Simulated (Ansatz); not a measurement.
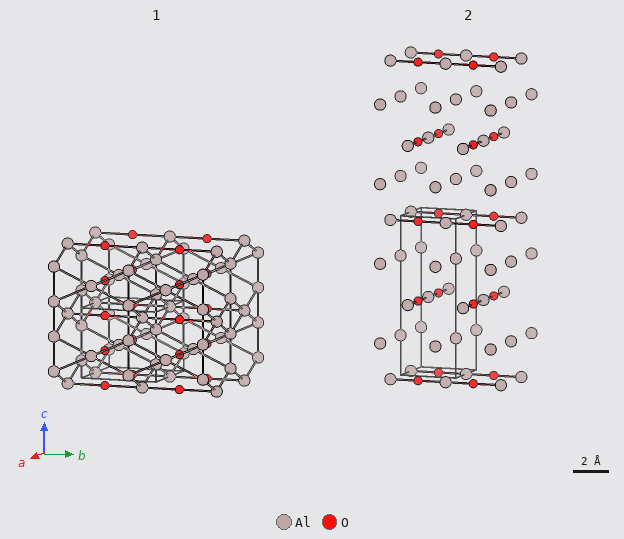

Two geometries of crystalline Al2O (a generated structure, set up in P4_2/mmc) (coarse preliminary run), drawn at one scale. One is the start of a relaxation, the other its converged end. Style: ball-and-stick. Shown: the cell of the calculation, repeated 2 × 2 × 2 with one cell outlined, slightly off an axis.

Method: Ansatz, DFT PBE, scalar-relativistic, plane waves, PAW. (plane-wave cutoff 420 eV; k-point mesh 4 × 4 × 4; occupations gaussian; smearing width 0.1 eV; no spin polarisation; cell and atoms relaxed; force threshold 0.04 eV/Å; at most 70 steps)

> Which of the two is the end point?

Structure 2 is the relaxed one. The atoms keep their places relative to the cell (all moves are under 0.005 Å). Cell: a = b 4.602 → 3.412 Å (−25.9 %), c 4.096 → 9.326 Å (+127.7 %). Volume +25.2 %. Among the contacts that change: Al–Al 2.048 → 4.663 Å, Al–O 2.301 → 1.706 Å, Al–Al 2.519 → 2.889 Å. Bonds break: Al–Al (2.05 → 4.66 Å). The space group stays P4_2/mmc (No. 131). The energy falls by 1318 meV per atom in 29 accepted moves (33 points after the start). All forces vanish by symmetry, so only the cell relaxes. The pressure goes from 15.93 to 0.04 GPa. The SCF was repeated 4 times at an unchanged geometry on a basis and grid sized afresh for the cell, which shifted the energy by 172 meV per atom at most. Cost: 67 s on 1 thread of Arm Neoverse V1 (shared host), peak memory 0.34 GiB.

Limits of the set-up: the k-point mesh is coarse for a cell with partly filled bands.
